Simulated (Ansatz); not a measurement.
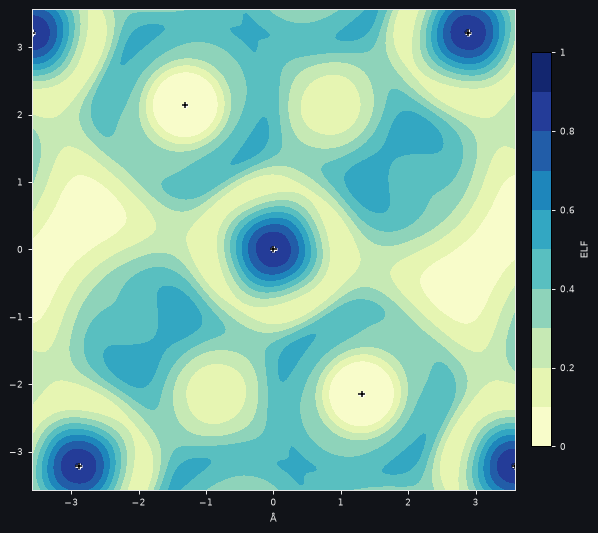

The electron localisation function on a plane through atoms (crosses mark nuclei in the plane).

Method: DFT r2SCAN, scalar-relativistic, plane waves, PAW (Ansatz 0.2.0).

Candidates:
A. FeGe, a = 4.99 Å, b = 4.99 Å, c = 4.12 Å, α = 90.00°, β = 90.00°, γ = 120.00°. Space group P6/mmm; a structure from a database of computed crystals, not necessarily the ambient phase; started from the FeGe prototype, which need not be the ambient phase; spin-polarised.
B. CrO2, a = 4.47 Å, b = 4.47 Å, c = 2.94 Å, α = 90.00°, β = 90.00°, γ = 90.00°. Space group P4₂/mnm; started from the CrO2 prototype; changed on purpose from its base cell (volume × 1.040); computed pressure about −9 GPa in this cell; spin-polarised.

### Which candidate gave the map?

Candidate A: FeGe on the (111) plane of the conventional cell, which holds Fe and Ge. Fe–Ge (2.51 Å): the ELF is about 0.40 at the midpoint.
